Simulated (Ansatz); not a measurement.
# BAs5: what the fields show

```
B As
1.0
     4.89764    0.00000    0.00000
     0.00000   10.40637    0.00000
     0.00000    0.00000    4.66282
B As
2 10
Direct
  0.00000 0.00000 0.00000
  0.50000 0.50000 0.00000
  0.00000 0.61945 0.00000
  0.50000 0.11945 0.00000
  0.00000 0.38055 0.00000
  0.50000 0.88055 0.00000
  0.00000 0.50000 0.50000
  0.50000 0.00000 0.50000
  0.00000 0.11675 0.50000
  0.50000 0.61675 0.50000
  0.00000 0.88325 0.50000
  0.50000 0.38325 0.50000
```

Space group Cmmm; a structure generated by program, which may or may not match a known phase.

Computed with DFT PBE, scalar-relativistic, plane waves, PAW in Ansatz 0.2.0.

In a PAW calculation such maps are meaningful between the atoms, not at the nuclei.

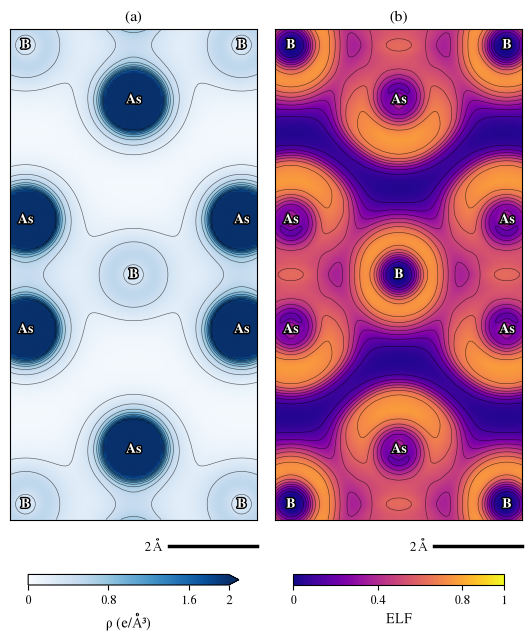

Figure 1. (a) valence charge density (pseudo); (b) electron localisation function on the (001) plane of the conventional cell.

Q: What does the map show?

A:
- The section cuts through B and As sites.
- As–As (2.49 Å): ρ is about 0.49 e/Å³ halfway; the ELF peaks at about 0.60 between the atoms.
- B–As (2.75 Å): ρ is about 0.24 e/Å³ halfway; the ELF peaks at about 0.75 in the valence shell of B, 0.8 Å from its nucleus, and drops to about 0.45 between the two atoms.
- Between the atoms the lowest density in this plane is 0.04 e/Å³.

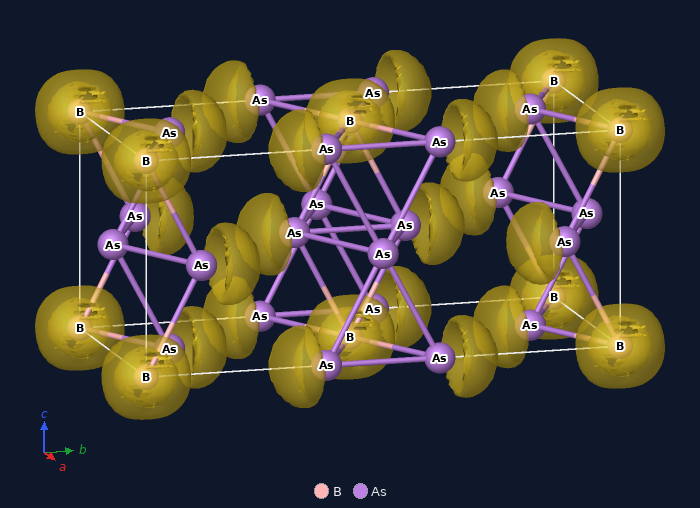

Figure 2. Isosurface of the ELF at 0.7 (yellow), seen slightly off an axis. Only the valence region is drawn (cores and ρ < 0.01 e/Å³ removed). Sticks mark near contacts.

Q: Where are the electrons localised?

A: The surface consists of eight lobes on As, pointing away from the bonds (lone pairs) and two regions wrapped around B (the valence shell of each), counted in one cell of 12 atoms. Regions shared between cells count once. Profiles from the grid: As–As (2.43 Å): the ELF peaks at about 0.65 between the atoms. B–As (2.63 Å): the ELF peaks at about 0.80 in the valence shell of B, 0.8 Å from its nucleus, and drops to about 0.50 between the two atoms.

Q: Does the calculation make it a metal, or give it a gap?

A: It is metallic or semimetallic at this level of theory: no gap opens.
